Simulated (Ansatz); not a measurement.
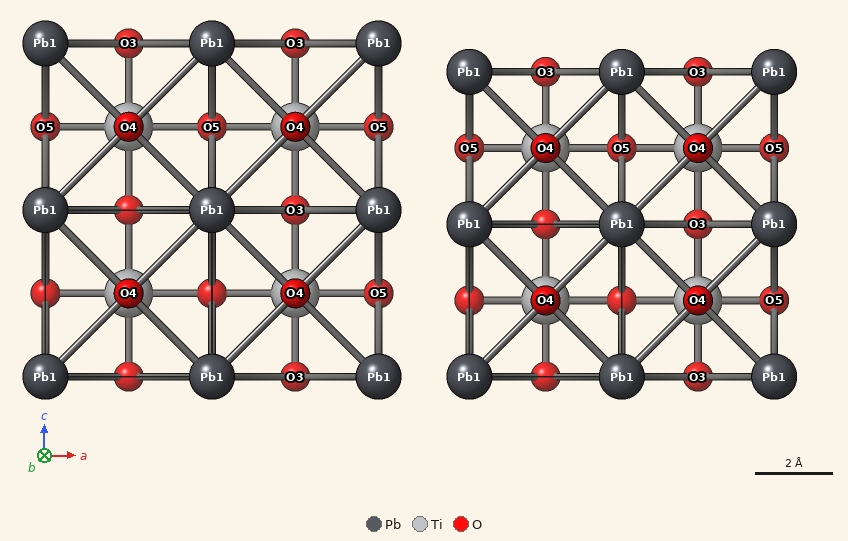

Two geometries of a crystal of TiPbO3 (built on the cubic perovskite type), drawn at one scale. One is the start of a relaxation, the other its converged end. A ball-and-stick model of the cell of the calculation, repeated 2 × 1 × 2 with one cell outlined, seen along the b axis.

These are results of DFT, PBE, plane waves, PAW (Ansatz), not measurements. Set-up: plane-wave cutoff 420 eV; k-point mesh 6 × 6 × 6; occupations fermi dirac; smearing width 0.02 eV; no spin polarisation; cell and atoms relaxed; force threshold 0.005 eV/Å.

Question: Which of the two is the end point?

Answer: The right one is the relaxed one. No atom moves by more than 0.005 Å relative to the cell. The drawn cell changes as follows: a = b = c 4.336 → 3.967 Å (−8.5 %); the volume changes by −23.5 %. Near-neighbour distances that change, for instance: O–Pb 3.066 → 2.805 Å, O–Ti 2.168 → 1.983 Å. The space group stays Pm-3m (No. 221). Over 5 accepted moves (7 points after the start) the energy falls by 386 meV per atom. All forces vanish by symmetry, so only the cell relaxes. The pressure goes from −25.27 to −0.01 GPa. At 2 points the geometry stayed and the basis and grid were re-selected for the new cell (energy shift of 3.5 meV per atom at most each time).
